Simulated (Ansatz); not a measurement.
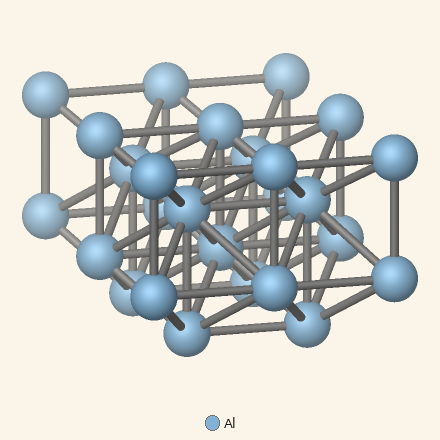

The system is H₂ on an Al(110) slab cut from the Fm-3m phase, its upper half relaxed before the scan (16 atoms of substrate and one adsorbate in a 2 × 2 cell); the picture shows it without the atoms that are moved over the map. H2 lies flat over one site of a rigid substrate while its bond length and height are varied; it sits over a bridge site, heights counted from the top plane, its axis along the second surface vector. The first coordinate is: distance H17-H18; the second: height of the H2 axis above the plane of Al13. Grid: 8 × 9 points. At 15 points there is no value (left out: too close to the surface, or the stretched molecule far from it). Points are written as (first, second). All energies are given in eV relative to the lowest grid point. These are results of Ansatz, DFT PBE, scalar-relativistic, plane waves, PAW, not measurements. Settings: cutoff 420 eV, k-mesh 5×4×1, gaussian smearing 0.1 eV, no spin polarisation.

Range: distance H17-H18 from 0.650 to 2.650 Å; height of the H2 axis above the plane of Al13 from 0.45 to 3.60 Å.

Predict the map.

Answer. The lowest grid point is at (0.750 Å, 3.60 Å). It lies at the edge of the scanned range, so the true minimum may lie outside. The highest grid point, (0.650 Å, 0.45 Å), lies 4.90 eV above the lowest. On the interpolated surface the lowest path from the intact molecule far from the surface, (0.750 Å, 3.60 Å), to the well of the stretched molecule, (2.235 Å, 0.45 Å), has its top at about (1.09 Å, 1.17 Å), about 1.9 eV above the start and 1.3 eV above the end.

| second ↓, first → | 0.650 | 0.750 | 0.919 | 1.181 | 1.495 | 1.849 | 2.235 | 2.650 |
| --- | --- | --- | --- | --- | --- | --- | --- | --- |
| 3.60 | 0.22 | 0.00 | 0.35 | 1.49 | – | – | – | – |
| 3.00 | 0.27 | 0.05 | 0.40 | 1.54 | – | – | – | – |
| 2.60 | 0.39 | 0.17 | 0.52 | 1.63 | – | – | – | – |
| 2.05 | 0.80 | 0.57 | 0.89 | 1.91 | 2.98 | – | – | – |
| 1.73 | 1.25 | 1.00 | 1.25 | 2.09 | 2.78 | 3.05 | 3.15 | 3.25 |
| 1.41 | 1.88 | 1.56 | 1.66 | 2.08 | 2.26 | 2.25 | 2.26 | 2.41 |
| 1.09 | 2.67 | 2.22 | 2.01 | 1.92 | 1.70 | 1.48 | 1.46 | 1.67 |
| 0.77 | 3.66 | 3.05 | 2.53 | 1.99 | 1.41 | 0.99 | 0.90 | 1.12 |
| 0.45 | 4.90 | 4.14 | 3.35 | 2.41 | 1.50 | 0.87 | 0.68 | 0.86 |

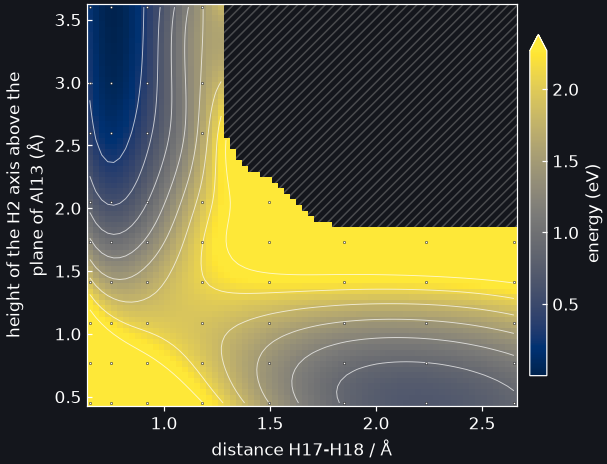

Drawn: a smooth colour map with a few white contour lines, dots at the grid points, one colour for all values above the top of the scale, hatched blanks where no value was computed. Between grid points the surface is interpolated.

The whole map (57 points run) took 36 min on 1 thread of Arm Neoverse V2, with other jobs on the host.

PAW datasets: the set soft_1.
